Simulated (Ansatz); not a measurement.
SnSe

```xyz
4
Lattice="4.1996 0.0000 0.0000 0.0000 4.1996 0.0000 0.0000 0.0000 10.9907" Properties=species:S:1:pos:R:3 pbc="T T T"
Sn    2.0998    0.0000    4.0911
Sn    0.0000    2.0998    6.8996
Se    2.0998    0.0000    6.7707
Se    0.0000    2.0998    4.2200
```

Space group P4/nmm; a structure from a database of computed crystals, not necessarily the ambient phase; changed on purpose from its base cell (strain -0.0200 x Voigt [1, 1, 0, 0, 0, 0], atoms carried along).

Computed with DFT r2SCAN, scalar-relativistic, plane waves, PAW in Ansatz 0.2.0.

Question: Predict the valence pseudo-density and electron localisation function between the atoms.

Answer: Sn–Se (2.68 Å): the density is about 0.42 e/Å³ at the midpoint; the ELF is about 0.60 at the midpoint.

Question: Does the calculation give a band gap?

Answer: It is gapped, with a Kohn–Sham gap of 1.5 eV on the k-point mesh, an upper bound to the gap of this method.

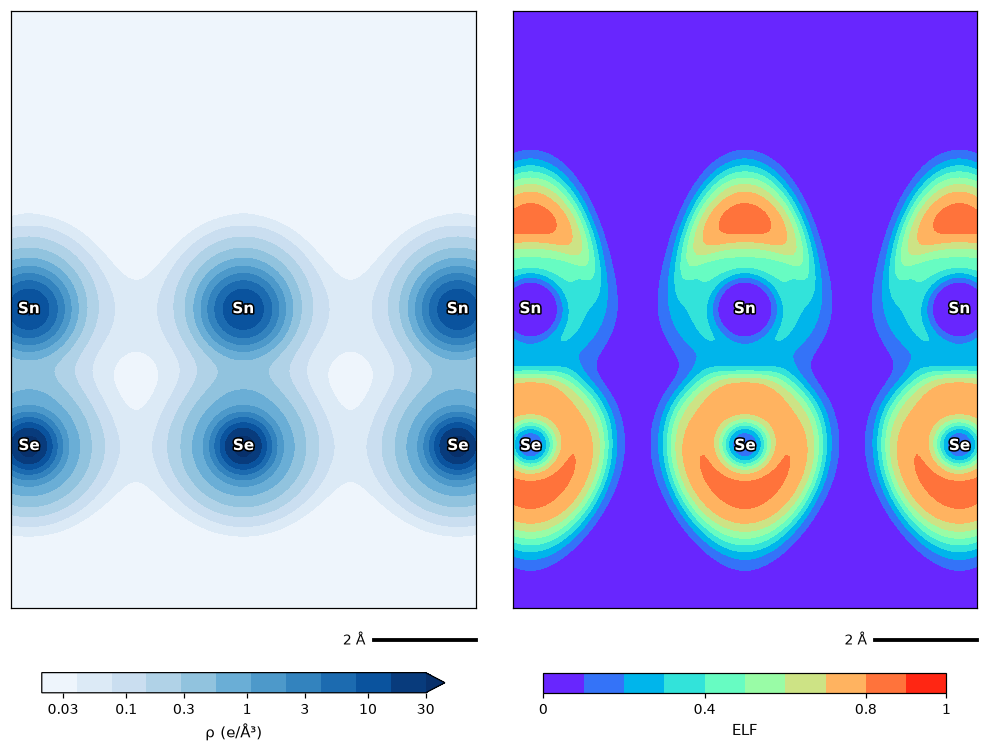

Computed valence pseudo-density and electron localisation function on the (010) plane of the conventional cell, in this order. 

In a PAW calculation such maps are meaningful between the atoms, not at the nuclei.
